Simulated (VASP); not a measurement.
## WC: geometry relaxation (part 3 of 3)

The same run, continued: WC (P-6m2, 2 atoms in the cell); Kohn-Sham DFT of a periodic cell, PBE, VASP PAW PBE potentials, recommended, no spin polarisation (VASP 6.6.1); cutoff 520 eV, 3×3×4 k-mesh, Gaussian smearing of 0.1 eV. The structure derives from an entry of the Crystallography Open Database.

Geometry of the input (Å; fractional positions):
```
2.9065  0.0000  0.0000
-1.4532  2.5171  0.0000
0.0000  0.0000  2.8366
W  0.0000  0.0000  0.0000
C  0.6667  0.3333  0.5000
```

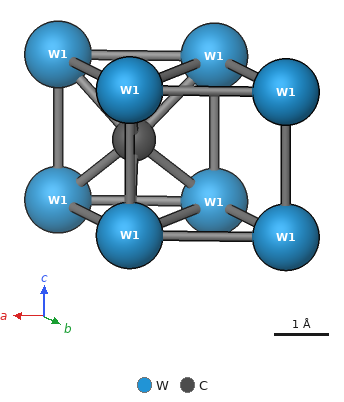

The geometry at step 4 of the log (ball-and-stick view of the cell of the calculation, seen at an oblique angle; atoms are numbered from 1 in the order of the input).

## Parts of OUTCAR, continued
```
--------------------------------------- Ionic step        5  -------------------------------------------

 number of electron      18.0000002 magnetization

------------------------ aborting loop because EDIFF is reached ----------------------------------------

  FORCE on cell =-STRESS in cart. coord.  units (eV):
  Direction    XX          YY          ZZ          XY          YZ          ZX
  --------------------------------------------------------------------------------------
  -------------------------------------------------------------------------------------
  Total       -0.0620084     -0.0620084      0.0217587      0.0000000     -0.0000000      0.0000000
  in kB       -4.6531375     -4.6531375      1.6327789      0.0000000     -0.0000000      0.0000000
  external PRESSURE =      -2.5578320 kB  Pullay stress =       0.0000000 kB

 VOLUME and BASIS-vectors are now :
 -----------------------------------------------------------------------------
  energy-cutoff  :      520.00
  volume of cell :       21.35
      direct lattice vectors                 reciprocal lattice vectors
     2.949785196  0.000000000  0.000000000     0.339007736  0.195726207 -0.000000000
    -1.474892598  2.554588920  0.000000000     0.000000000  0.391452414 -0.000000000
     0.000000000  0.000000000  2.833374469     0.000000000 -0.000000000  0.352936052

 POSITION                                       TOTAL-FORCE (eV/Angst)
 -----------------------------------------------------------------------------------
      1.47489      2.55459      0.00000        -0.000000     -0.000000      0.000000
      1.47489      0.85153      1.41669         0.000000      0.000000      0.000000
 -----------------------------------------------------------------------------------
    total drift:                               -0.000003      0.000002     -0.000000

  FREE ENERGIE OF THE ION-ELECTRON SYSTEM (eV)
  ---------------------------------------------------
  free  energy   TOTEN  =       -22.2093555871 eV

  energy  without entropy=      -22.2038042254  energy(sigma->0) =      -22.20657991

--------------------------------------- Ionic step        6  -------------------------------------------

 number of electron      18.0000002 magnetization

------------------------ aborting loop because EDIFF is reached ----------------------------------------

  FORCE on cell =-STRESS in cart. coord.  units (eV):
  Direction    XX          YY          ZZ          XY          YZ          ZX
  --------------------------------------------------------------------------------------
  -------------------------------------------------------------------------------------
  Total       -0.0334953     -0.0334953     -0.0381322      0.0000000      0.0000000      0.0000000
  in kB       -2.5136873     -2.5136873     -2.8616664      0.0000000      0.0000000      0.0000000
  external PRESSURE =      -2.6296803 kB  Pullay stress =       0.0000000 kB

 VOLUME and BASIS-vectors are now :
 -----------------------------------------------------------------------------
  energy-cutoff  :      520.00
  volume of cell :       21.35
      direct lattice vectors                 reciprocal lattice vectors
     2.948758117  0.000000000  0.000000000     0.339125815  0.195794380 -0.000000000
    -1.474379059  2.553699443  0.000000000     0.000000000  0.391588761 -0.000000000
     0.000000000  0.000000000  2.835138391     0.000000000 -0.000000000  0.352716468

 POSITION                                       TOTAL-FORCE (eV/Angst)
 -----------------------------------------------------------------------------------
      0.00000      0.00000      0.00000         0.000000      0.000000      0.000000
      1.47438      0.85123      1.41757        -0.000000     -0.000000      0.000000
 -----------------------------------------------------------------------------------
    total drift:                               -0.000003      0.000002     -0.000000

  FREE ENERGIE OF THE ION-ELECTRON SYSTEM (eV)
  ---------------------------------------------------
  free  energy   TOTEN  =       -22.2093820447 eV

  energy  without entropy=      -22.2036297659  energy(sigma->0) =      -22.20650591

--------------------------------------- Ionic step        7  -------------------------------------------

 number of electron      18.0000002 magnetization

------------------------ aborting loop because EDIFF is reached ----------------------------------------

  FORCE on cell =-STRESS in cart. coord.  units (eV):
  Direction    XX          YY          ZZ          XY          YZ          ZX
  --------------------------------------------------------------------------------------
  -------------------------------------------------------------------------------------
  Total        0.0739603      0.0739603      0.0773627      0.0000000      0.0000000      0.0000000
  in kB        5.5623604      5.5623604      5.8182479      0.0000000      0.0000000      0.0000000
  external PRESSURE =       5.6476562 kB  Pullay stress =       0.0000000 kB

 VOLUME and BASIS-vectors are now :
 -----------------------------------------------------------------------------
  energy-cutoff  :      520.00
  volume of cell :       21.30
      direct lattice vectors                 reciprocal lattice vectors
     2.946597169  0.000000000  0.000000000     0.339374520  0.195937970 -0.000000000
    -1.473298584  2.551828007 -0.000000000     0.000000000  0.391875940 -0.000000000
     0.000000000  0.000000000  2.833203759     0.000000000  0.000000000  0.352957318

 POSITION                                       TOTAL-FORCE (eV/Angst)
 -----------------------------------------------------------------------------------
      0.00000      0.00000     -0.00000         0.000000     -0.000000      0.000000
      1.47330      0.85061      1.41660        -0.000000      0.000000      0.000000
 -----------------------------------------------------------------------------------
    total drift:                               -0.000003      0.000002     -0.000000

  FREE ENERGIE OF THE ION-ELECTRON SYSTEM (eV)
  ---------------------------------------------------
  free  energy   TOTEN  =       -22.2093408733 eV

  energy  without entropy=      -22.2035781782  energy(sigma->0) =      -22.20645953

--------------------------------------- Ionic step        8  -------------------------------------------

 number of electron      18.0000002 magnetization

 Free energy of the ion-electron system (eV)
  ---------------------------------------------------
  ext. energy  EPLUGINS =         0.00000000
  ---------------------------------------------------
  free energy    TOTEN  =       -22.20939455 eV

  energy without entropy =      -22.20363868  energy(sigma->0) =      -22.20651662

 E-fermi :  11.3122     XC(G=0): -13.6429     alpha+bet :-18.2378

 val. band max:       11.2682012891   @ k =   0.0000   0.0000   0.2500
 cond. band min:      11.4414168650   @ k =   0.3333   0.3333   0.0000
 fundamental gap:      0.1732155759
 Fermi energy:        11.3121965287

 k-point     1 :       0.0000    0.0000    0.0000
  band No.  band energies     occupation
      1     -63.3368      2.00000
      2     -27.3284      2.00000
      3     -27.2329      2.00000
      4     -27.2329      2.00000
      5      -3.5640      2.00000
      6       6.5344      2.00000
      7       7.3808      2.00000
      8       7.3808      2.00000
      9      10.9141      2.00000
     10      13.8335      0.00000
     11      13.8335      0.00000
     12      16.2214      0.00000
     13      16.2215      0.00000

 k-point     2 :       0.3333    0.0000    0.0000
  band No.  band energies     occupation
      1     -63.3008      2.00000
      2     -27.7693      2.00000
      3     -27.3581      2.00000
      4     -27.2581      2.00000
      5      -1.3541      2.00000
      6       4.5003      2.00000
      7       7.5952      2.00000
      8       7.9211      2.00000
      9       9.3660      2.00000
     10      13.2073      0.00000
     11      14.2428      0.00000
     12      15.1610      0.00000
     13      17.0736      0.00000

 k-point     3 :       0.3333    0.3333    0.0000
  band No.  band energies     occupation
      1     -63.2827      2.00000
      2     -27.7522      2.00000
      3     -27.7045      2.00000
      4     -27.2227      2.00000
      5       0.3375      2.00000
      6       4.1940      2.00000
      7       6.2250      2.00000
      8       7.5009      2.00000
      9      11.4414      0.06763
     10      11.6345      0.00001
     11      12.4853      0.00000
     12      13.9028      0.00000
     13      19.5677      0.00000

 k-point     4 :       0.0000    0.0000    0.2500
  band No.  band energies     occupation
      1     -63.3164      2.00000
      2     -27.7041      2.00000
      3     -27.1990      2.00000
      4     -27.1990      2.00000
      5      -2.1765      2.00000
      6       5.2599      2.00000
      7       7.9919      2.00000
      8       7.9919      2.00000
      9      11.2682      1.46618
     10      11.2682      1.46618
     11      11.7035      0.00000
     12      16.5333      0.00000
     13      16.5333      0.00000

 k-point     5 :       0.3333    0.0000    0.2500
  band No.  band energies     occupation
      1     -63.2808      2.00000
      2     -27.7207      2.00000
      3     -27.6112      2.00000
      4     -27.3202      2.00000
      5      -0.7110      2.00000
      6       4.4879      2.00000
      7       6.8029      2.00000
      8       7.9419      2.00000
      9       9.1509      2.00000
     10      12.8324      0.00000
     11      14.1313      0.00000
     12      16.9783      0.00000
     13      17.5525      0.00000

 [... the levels of 3 k-points are left out ...]

 k-point     9 :       0.3333    0.3333    0.5000
  band No.  band energies     occupation
      1     -63.2431      2.00000
      2     -27.8950      2.00000
      3     -27.6520      2.00000
      4     -27.6076      2.00000
      5      -0.1358      2.00000
      6       3.6658      2.00000
      7       5.3777      2.00000
      8       9.0853      2.00000
      9      10.1274      2.00000
     10      14.9289      0.00000
     11      16.7209      0.00000
     12      18.0187      0.00000
     13      19.6850      0.00000

------------------------ aborting loop because EDIFF is reached ----------------------------------------

  FORCE on cell =-STRESS in cart. coord.  units (eV):
  Direction    XX          YY          ZZ          XY          YZ          ZX
  --------------------------------------------------------------------------------------
  -------------------------------------------------------------------------------------
  Total        0.0027350      0.0027350     -0.0015494      0.0000000      0.0000000      0.0000000
  in kB        0.2053986      0.2053986     -0.1163583      0.0000000      0.0000000      0.0000000
  external PRESSURE =       0.0981463 kB  Pullay stress =       0.0000000 kB

 VOLUME and BASIS-vectors are now :
 -----------------------------------------------------------------------------
  energy-cutoff  :      520.00
  volume of cell :       21.33
      direct lattice vectors                 reciprocal lattice vectors
     2.948048626  0.000000000  0.000000000     0.339207431  0.195841501 -0.000000000
    -1.474024313  2.553085006  0.000000000     0.000000000  0.391683002 -0.000000000
     0.000000000  0.000000000  2.834503205     0.000000000 -0.000000000  0.352795509

 POSITION                                       TOTAL-FORCE (eV/Angst)
 -----------------------------------------------------------------------------------
      0.00000      0.00000      2.83450         0.000000     -0.000000      0.000000
      1.47402      0.85103      1.41725        -0.000000      0.000000      0.000000
 -----------------------------------------------------------------------------------
    total drift:                               -0.000003      0.000002     -0.000000

  FREE ENERGIE OF THE ION-ELECTRON SYSTEM (eV)
  ---------------------------------------------------
  free  energy   TOTEN  =       -22.2093945472 eV

  energy  without entropy=      -22.2036386830  energy(sigma->0) =      -22.20651662

 reached required accuracy - stopping structural energy minimisation
```

## CONTCAR
```
WC
   1.00000000000000
     2.9480486260262451    0.0000000000000000    0.0000000000000000
    -1.4740243130131225    2.5530850057990904    0.0000000000000000
     0.0000000000000000    0.0000000000000000    2.8345032047262704
  W               C
     1     1
Direct
     0.0000000000000000    0.0000000000000000    1.0000000000000000
     0.6666666699999979    0.3333333300000021    0.5000000000000000

  0.00000000E+00  0.00000000E+00  0.00000000E+00
  0.00000000E+00  0.00000000E+00  0.00000000E+00
```

## Trajectory as extended XYZ (Å, eV, eV/Å), 8 frames, from step=0 to step=7
```
2
Lattice="2.9065 0.0000 0.0000 -1.4532 2.5171 0.0000 0.0000 0.0000 2.8366" Properties=species:S:1:pos:R:3:forces:R:3 step=0 energy=-22.18722
W     0.0000    0.0000    0.0000    0.0000   0.0000   0.0000
C     1.4532    0.8390    1.4183    0.0000   0.0000   0.0000
2
Lattice="3.0136 0.0000 0.0000 -1.5068 2.6099 0.0000 0.0000 0.0000 2.9116" Properties=species:S:1:pos:R:3:forces:R:3 step=1 energy=-22.08577
W     3.0136    0.0000    0.0000    0.0000   0.0000   0.0000
C     1.5068    0.8700    1.4558    0.0000   0.0000   0.0000
2
Lattice="2.9367 0.0000 0.0000 -1.4683 2.5432 0.0000 0.0000 0.0000 2.8577" Properties=species:S:1:pos:R:3:forces:R:3 step=2 energy=-22.20631
W     0.0000    0.0000    0.0000    0.0000   0.0000   0.0000
C     1.4683    0.8477    1.4289    0.0000   0.0000   0.0000
2
Lattice="2.9359 0.0000 0.0000 -1.4680 2.5426 0.0000 0.0000 0.0000 2.8572" Properties=species:S:1:pos:R:3:forces:R:3 step=3 energy=-22.20632
W     0.0000    0.0000    0.0000    0.0000   0.0000   0.0000
C     1.4680    0.8475    1.4286    0.0000   0.0000   0.0000
2
Lattice="2.9498 0.0000 0.0000 -1.4749 2.5546 0.0000 0.0000 0.0000 2.8334" Properties=species:S:1:pos:R:3:forces:R:3 step=4 energy=-22.20936
W     1.4749    2.5546    0.0000    0.0000   0.0000   0.0000
C     1.4749    0.8515    1.4167    0.0000   0.0000   0.0000
2
Lattice="2.9488 0.0000 0.0000 -1.4744 2.5537 0.0000 0.0000 0.0000 2.8351" Properties=species:S:1:pos:R:3:forces:R:3 step=5 energy=-22.20938
W     0.0000    0.0000    0.0000    0.0000   0.0000   0.0000
C     1.4744    0.8512    1.4176    0.0000   0.0000   0.0000
2
Lattice="2.9466 0.0000 0.0000 -1.4733 2.5518 -0.0000 0.0000 0.0000 2.8332" Properties=species:S:1:pos:R:3:forces:R:3 step=6 energy=-22.20934
W     0.0000    0.0000    0.0000    0.0000   0.0000   0.0000
C     1.4733    0.8506    1.4166    0.0000   0.0000   0.0000
2
Lattice="2.9480 0.0000 0.0000 -1.4740 2.5531 0.0000 0.0000 0.0000 2.8345" Properties=species:S:1:pos:R:3:forces:R:3 step=7 energy=-22.20939
W     0.0000    0.0000    2.8345    0.0000   0.0000   0.0000
C     1.4740    0.8510    1.4173    0.0000   0.0000   0.0000
```
